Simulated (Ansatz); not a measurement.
FeBiO₃: single-point calculation (part 3 of 3)

The same run, continued: FeBiO₃ (slab, 30 atoms in the cell); DFT PBE, scalar-relativistic, plane waves, PAW, spin-polarised (Ansatz 0.2.0); cutoff 420 eV, 5×5×1 k-mesh, Gaussian smearing of 0.05 eV, collinear spins. The structure derives from an entry of the Crystallography Open Database. It belongs to a series of runs on one base structure; here: (1 0 -1) slab cut from the bulk.

**Output, continued**
```
  k-point 2 ↑: bands = ["-87.7045", "-87.4461", "-87.0975", "-83.3663", "-83.0570", "-82.6520", "-53.8287", "-53.6703", "-53.6167", "-53.4645", "-53.4546", "-53.4176", "-53.1225", "-53.0960", "-53.0655", "-49.5986", "-49.4166", "-49.3863", "-49.1920", "-49.1632", "-49.1370", "-48.7816", "-48.7513", "-48.7416", "-20.1994", "-20.1649", "-20.1488", "-20.1417", "-20.1122", "-20.0981", "-20.0925", "-20.0878", "-20.0783", "-20.0761", "-20.0641", "-20.0460", "-20.0305", "-20.0267", "-19.9869", "-19.9809",
      "-19.9805", "-19.9697", "-19.9684", "-19.9635", "-19.8355", "-19.8227", "-19.7833", "-19.7783", "-19.7631", "-19.7582", "-19.7169", "-19.6905", "-19.6844", "-19.6682", "-16.0873", "-15.7862", "-15.7159", "-15.4570", "-15.3831", "-15.0994", "-14.9631", "-14.8389", "-14.8011", "-14.6751", "-14.6382", "-14.5823", "-14.4846", "-14.4188", "-14.3353", "-14.2163", "-13.3685", "-13.1973", "-7.5732", "-7.3942", "-7.3325", "-7.0555", "-6.9844", "-6.6267", "-3.2125", "-3.1344",
      "-3.0480", "-2.9350", "-2.8643", "-2.7887", "-2.7147", "-2.6528", "-2.6194", "-2.5526", "-2.4345", "-2.3402", "-2.3188", "-2.2746", "-2.1609", "-2.1004", "-2.0167", "-1.9448", "-1.8032", "-1.7330", "-1.6660", "-1.5273", "-1.4492", "-1.3098", "-1.1916", "-1.0798", "-1.0276", "-0.9529", "-0.9354", "-0.8854", "-0.7530", "-0.6862", "-0.5398", "-0.4167", "-0.2985", "-0.2627", "-0.2359", "-0.1350", "-0.0610", "-0.0209", "0.0760", "0.1370",
      "0.1593", "0.2711", "0.2946", "0.3765", "0.4328", "0.4823", "0.5558", "0.6053", "0.6722", "0.7861", "0.8645", "0.9938", "1.1111", "1.1683", "1.2468", "1.3480", "1.4437", "1.6163", "1.6673", "1.8677", "1.9283", "2.0219", "2.2447", "2.3732", "2.4085", "2.7712", "2.9640", "3.1646", "3.3445", "3.4560", "3.5704", "3.6653", "3.7307", "3.7833", "3.9474", "4.0740", "4.1813", "4.8804", "4.9799", "5.0320",
      "5.3143", "5.3893", "5.8267", "5.9684", "6.0557", "6.1596", "6.2434", "6.4386", "6.5333", "6.6151", "6.7054", "7.1290", "7.3176", "7.4070", "7.4497", "7.6270", "7.6951", "7.8028", "7.9130", "7.9511", "8.0740", "8.0903", "8.3148", "8.7379", "9.1440", "9.4779", "9.6952", "10.3653", "10.8017", "11.1650", "11.3034"]
  k-point 12 ↓: bands = ["-87.7043", "-87.4463", "-87.0976", "-83.3665", "-83.0570", "-82.6518", "-53.8285", "-53.6700", "-53.6165", "-53.4646", "-53.4547", "-53.4178", "-53.1226", "-53.0962", "-53.0656", "-49.5988", "-49.4167", "-49.3864", "-49.1919", "-49.1632", "-49.1369", "-48.7815", "-48.7511", "-48.7414", "-20.2025", "-20.1746", "-20.1495", "-20.1269", "-20.1172", "-20.1009", "-20.0920", "-20.0874", "-20.0781", "-20.0733", "-20.0683", "-20.0486", "-20.0350", "-20.0125", "-19.9899", "-19.9843",
      "-19.9794", "-19.9711", "-19.9656", "-19.9585", "-19.8400", "-19.8263", "-19.7801", "-19.7728", "-19.7637", "-19.7568", "-19.7193", "-19.6996", "-19.6773", "-19.6649", "-16.0180", "-15.7530", "-15.6576", "-15.4286", "-15.3257", "-15.0717", "-14.9610", "-14.9157", "-14.8383", "-14.7536", "-14.6278", "-14.5723", "-14.5306", "-14.4821", "-14.3664", "-14.2280", "-13.4384", "-13.1450", "-7.6004", "-7.4157", "-7.3727", "-7.1136", "-6.9651", "-6.6855", "-3.3343", "-3.2569",
      "-3.0320", "-2.9789", "-2.8480", "-2.8028", "-2.7122", "-2.6276", "-2.5764", "-2.4806", "-2.3983", "-2.3333", "-2.2949", "-2.1974", "-2.0578", "-2.0031", "-1.8706", "-1.7832", "-1.7194", "-1.6605", "-1.5577", "-1.5141", "-1.3975", "-1.2732", "-1.1791", "-1.1441", "-1.0649", "-0.9630", "-0.9199", "-0.8014", "-0.7101", "-0.6035", "-0.5302", "-0.4705", "-0.3903", "-0.2757", "-0.2142", "-0.1493", "-0.0952", "-0.0283", "0.0323", "0.1225",
      "0.2059", "0.2763", "0.3251", "0.3920", "0.4956", "0.5434", "0.5556", "0.7486", "0.7990", "0.8787", "0.9170", "1.0024", "1.0616", "1.1686", "1.2409", "1.3260", "1.3939", "1.5025", "1.6008", "1.7904", "1.9839", "2.0669", "2.1000", "2.1902", "2.2830", "2.4979", "2.8902", "3.2153", "3.3084", "3.5259", "3.6572", "3.7237", "3.7811", "3.8726", "4.0998", "4.1339", "4.2039", "4.6587", "4.8818", "5.0139",
      "5.1671", "5.3477", "5.4775", "5.8684", "5.9565", "6.1247", "6.2485", "6.3870", "6.6763", "6.7105", "6.8772", "7.0313", "7.1560", "7.3365", "7.4988", "7.5989", "7.7324", "7.8470", "7.8962", "8.0998", "8.1468", "8.3057", "8.5247", "8.8787", "9.2900", "9.4830", "9.8408", "10.0961", "10.6705", "10.7965", "11.0201"]
--- Löwdin populations: 30 sites ---
  site symbol       q [e]    m [muB]
     0      O      6.8562    -0.1246
     1      O      6.8562     0.1247
     2     Bi     13.6364    -0.0061
     3     Bi     13.6365     0.0061
     4      O      6.8487     0.1213
     5      O      6.8486    -0.1207
     6     Fe     14.6056     3.6866
     7     Fe     14.6056    -3.6865
     8      O      6.8337     0.1096
     9      O      6.8338    -0.1102
    10      O      6.8527     0.0645
    11      O      6.8527    -0.0645
    12     Bi     13.5993    -0.0029
    13     Bi     13.5993     0.0029
    14      O      6.8478    -0.1173
    15      O      6.8479     0.1179
    16     Fe     14.6185     3.6430
    17     Fe     14.6185    -3.6430
    18      O      6.8492     0.1199
    19      O      6.8493    -0.1206
    20      O      6.8276     0.0014
    21      O      6.8276    -0.0014
    22     Bi     13.5873    -0.0035
    23     Bi     13.5873     0.0035
    24      O      6.8434     0.1136
    25      O      6.8434    -0.1129
    26     Fe     14.6366     3.7006
    27     Fe     14.6366    -3.7005
    28      O      6.8335     0.1815
    29      O      6.8335    -0.1824
  spilling = 0.004921 (of n_electrons = 294.000000)
```

**File populations.tsv**
```
# site	symbol	l	j	q_up	q_dn
# orbitals = lowdin
# n_electrons = 294.000000
# spilling = 0.004921
0	O	0_2S	-	0.937737	0.943628
0	O	1_2P	-	2.428079	2.546803
1	O	0_2S	-	0.943623	0.937731
1	O	1_2P	-	2.546832	2.428041
2	Bi	0_6S	-	0.951047	0.950391
2	Bi	1_6P	-	0.865540	0.872328
2	Bi	2_5D	-	4.998553	4.998555
3	Bi	0_6S	-	0.950395	0.951041
3	Bi	1_6P	-	0.872363	0.865582
3	Bi	2_5D	-	4.998554	4.998552
4	O	0_2S	-	0.929916	0.924304
4	O	1_2P	-	2.555066	2.439416
5	O	0_2S	-	0.924305	0.929880
5	O	1_2P	-	2.439681	2.554764
6	Fe	0_3S	-	0.995401	0.996007
6	Fe	0_4S	-	0.246721	0.234400
6	Fe	1_3P	-	2.998440	2.998511
6	Fe	2_3D	-	4.905514	1.230588
7	Fe	0_3S	-	0.996007	0.995401
7	Fe	0_4S	-	0.234399	0.246720
7	Fe	1_3P	-	2.998511	2.998440
7	Fe	2_3D	-	1.230601	4.905502
8	O	0_2S	-	0.931255	0.925232
8	O	1_2P	-	2.540377	2.436821
9	O	0_2S	-	0.925229	0.931287
9	O	1_2P	-	2.436583	2.540677
10	O	0_2S	-	0.928213	0.922691
10	O	1_2P	-	2.530414	2.471425
11	O	0_2S	-	0.922687	0.928209
11	O	1_2P	-	2.471426	2.530394
12	Bi	0_6S	-	0.958494	0.957844
12	Bi	1_6P	-	0.840996	0.844588
12	Bi	2_5D	-	4.998689	4.998686
13	Bi	0_6S	-	0.957845	0.958490
13	Bi	1_6P	-	0.844592	0.841009
13	Bi	2_5D	-	4.998686	4.998689
14	O	0_2S	-	0.922427	0.928145
14	O	1_2P	-	2.442843	2.554400
15	O	0_2S	-	0.928181	0.922429
15	O	1_2P	-	2.554700	2.442573
16	Fe	0_3S	-	0.995297	0.995933
16	Fe	0_4S	-	0.243324	0.232351
16	Fe	1_3P	-	2.998287	2.998467
16	Fe	2_3D	-	4.893822	1.261008
17	Fe	0_3S	-	0.995933	0.995297
17	Fe	0_4S	-	0.232352	0.243326
17	Fe	1_3P	-	2.998467	2.998287
17	Fe	2_3D	-	1.260962	4.893842
18	O	0_2S	-	0.928532	0.922602
18	O	1_2P	-	2.556041	2.442042
19	O	0_2S	-	0.922607	0.928570
19	O	1_2P	-	2.441759	2.556363
20	O	0_2S	-	0.930870	0.926558
20	O	1_2P	-	2.483642	2.486526
21	O	0_2S	-	0.926555	0.930865
21	O	1_2P	-	2.486545	2.483619
22	Bi	0_6S	-	0.955454	0.954061
22	Bi	1_6P	-	0.837811	0.842660
22	Bi	2_5D	-	4.998664	4.998678
23	Bi	0_6S	-	0.954066	0.955455
23	Bi	1_6P	-	0.842658	0.837817
23	Bi	2_5D	-	4.998678	4.998664
24	O	0_2S	-	0.927314	0.922175
24	O	1_2P	-	2.551192	2.442718
25	O	0_2S	-	0.922168	0.927274
25	O	1_2P	-	2.443091	2.550878
26	Fe	0_3S	-	0.996843	0.997254
26	Fe	0_4S	-	0.257544	0.217357
26	Fe	1_3P	-	2.998581	2.998317
26	Fe	2_3D	-	4.915637	1.255049
27	Fe	0_3S	-	0.997254	0.996843
27	Fe	0_4S	-	0.217357	0.257549
27	Fe	1_3P	-	2.998317	2.998581
27	Fe	2_3D	-	1.255110	4.915601
28	O	0_2S	-	0.934891	0.929497
28	O	1_2P	-	2.572579	2.396495
29	O	0_2S	-	0.929519	0.934942
29	O	1_2P	-	2.396029	2.572999
```

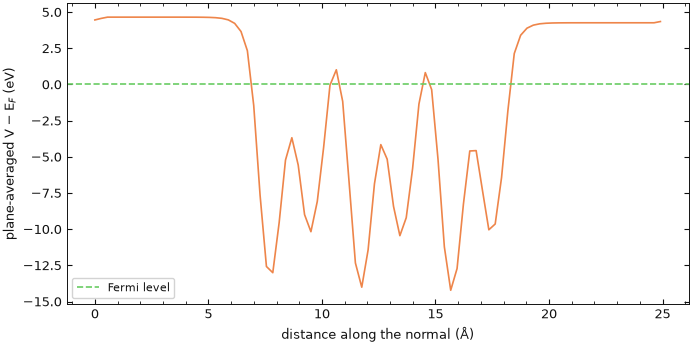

**Figure 1.** Plane average of the electrostatic potential energy of an electron across the cell, from the Fermi level. The vacuum level lies 4.26 eV above the Fermi level on the upper side and 4.65 eV on the lower.

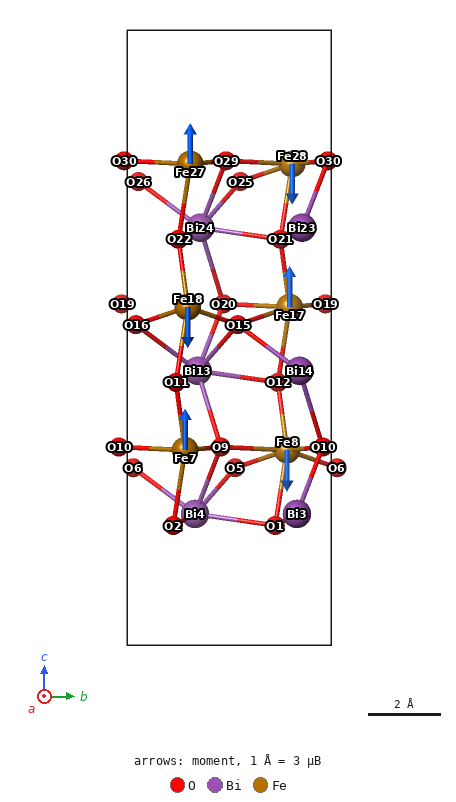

**Figure 2.** Magnetic moments of the sites as blue arrows (ball-and-stick view of the cell of the calculation, with the vacuum cut short, along the a axis; atoms are numbered from 1 in the order of the input); small moments hardly show. The run is collinear, so the axis drawn is arbitrary. Site moments: Fe7 (3.48 μB); Fe8 (−3.48 μB); Fe18 (−3.44 μB); Fe17 (3.44 μB); Fe27 (3.42 μB); Fe28 (−3.42 μB); O30 (−0.13 μB), among others. They are counted near the atoms and needn't add up to the moment of the cell.

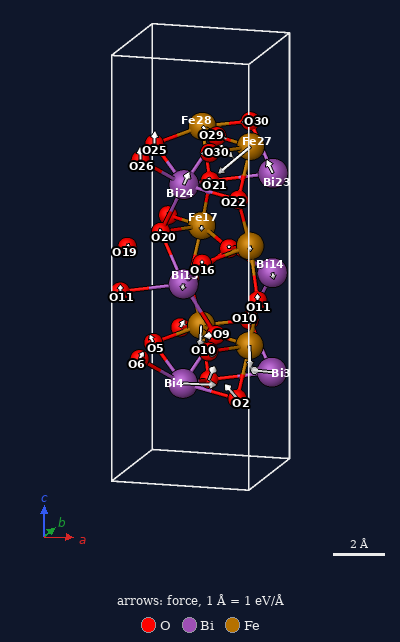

**Figure 3.** Forces on the atoms as white arrows (ball-and-stick view of the cell of the calculation, with the vacuum cut short, seen slightly off an axis; atoms are numbered from 1 in the order of the input). The largest act on Fe27, Fe28 (1.81 eV/Å); Bi4 (1.50 eV/Å); Bi3 (1.49 eV/Å); O1, O2 (0.98 eV/Å), among others. The geometry is not a stationary point of this energy.

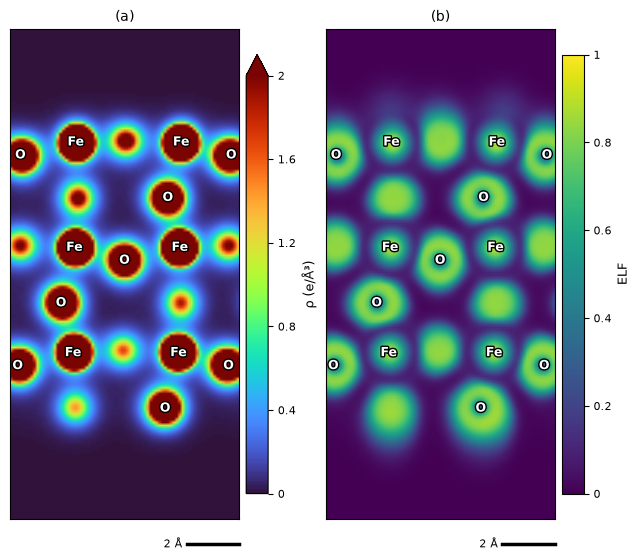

**Figure 4.** (a) valence charge density (pseudo); (b) electron localisation function on the (11̄0) plane of the calculation cell, a cut from vacuum to vacuum. Atoms in the plane: O and Fe. Fe–O (1.95 Å): the density is about 0.69 e/Å³ at the midpoint; the ELF is about 0.20 at the midpoint. Fe–O (2.17 Å): ρ at the midpoint is about 0.43 e/Å³; the ELF is about 0.20 at the midpoint. The density dies away to nearly zero in the vacuum. The strong features right at Fe lie inside the PAW spheres (semicore, d or f shells) and say nothing about bonding. The fields are those of the smooth PAW valence density.

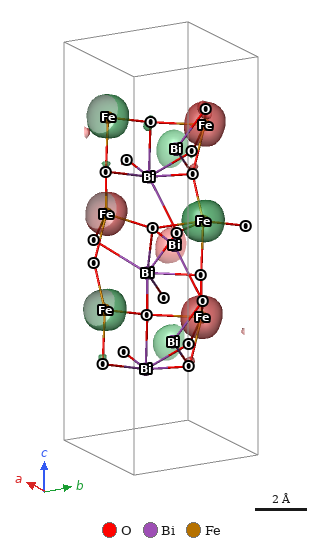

**Figure 5.** Isosurfaces of the spin density at +0.2 (green) and −0.2 e/Å³ (red), seen at an oblique angle. Sticks mark near contacts. The cell of the calculation (30 atoms) carries 0.0 μB net.

**Summary**

- outcome: converged
- electrons treated: 294
- free energy: −111464.8742 eV
- work function, top face: 4.26 eV
- work function, bottom face: 4.65 eV
- Fermi energy: 3.067 eV
- gap on the k-point mesh: 0.19 eV
- net moment of the cell: 0.00 μB
- integrated absolute moment: 25.00 μB
- work function (upper face): 4.26 eV
- largest force (length of the vector): 1.806 eV/Å
- wall time: 3.3 min (CPU time 13 min)
- peak memory: 4.8 GiB

**Remarks**

Warnings of the run: the state was not tested for a lower one; the exchange-correlation potential is rough where the density is thin. Semilocal DFT without U tends to delocalise the d electrons of such compounds and to underestimate the gap. Spin–orbit coupling is left out, which matters for Bi.
